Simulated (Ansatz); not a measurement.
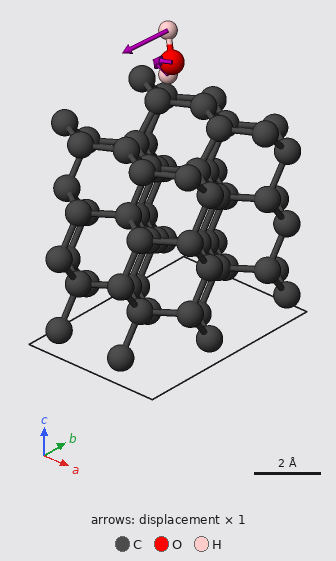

This is a constrained relaxation of a slab of composition H2C48O (cut from the Fd-3m phase). The starting structure is drawn; purple arrows show the displacements, at their true length.

The picture is a ball-and-stick view of the cell of the calculation, outlined in the plane, without the vacuum (origin shifted), seen from a free direction.

Case: 1 H2O a cell, upright, over a hollow C-C-C site. The slab is the (1 1 0) face of C with H2O on it. 24 atoms are held fixed.

The calculation used DFT PBE+D3(BJ), scalar-relativistic, plane waves, PAW in Ansatz 0.2.0. (plane-wave cutoff 420 eV; k-point mesh 3 × 2 × 1; occupations gaussian; smearing width 0.05 eV; no spin polarisation; dipole correction; atoms relaxed in a fixed cell; force threshold 0.04 eV/Å; at most 100 steps)

> Atoms of which element are displaced furthest, and by how much?

Hydrogen: up to 1.57 Å, against 0.67 Å for oxygen.

> What happened in the run?

An H atom moves most: 1.57 Å at 68° to the normal (−c side). Largest moves by element: H 1.57 Å, O 0.67 Å, C 0.02 Å. The cell doesn't change. Near-neighbour distances that change, for instance: H–O 0.990 → 0.971 Å, C–C 1.479 → 1.489 Å, C–C 1.593 → 1.599 Å. After 19 accepted moves (25 points after the start) the energy has fallen by 0.124 eV per cell of the calculation. The largest force component goes from 0.8 to 0.022 eV/Å. The line search rejected the trial steps at points 2, 6, 12, 22, 24 of the run. 1 step only repeated the SCF at the same geometry. The run took 5.9 min on 4 threads of Intel(R) Xeon(R) 6975P-C (Granite Rapids) (shared host), peak memory 2.3 GiB.

Limits of the set-up: the k-point mesh is coarse for a cell with partly filled bands; the periodic images lie only 5.0 Å apart, so the values are limited by the cell's size.
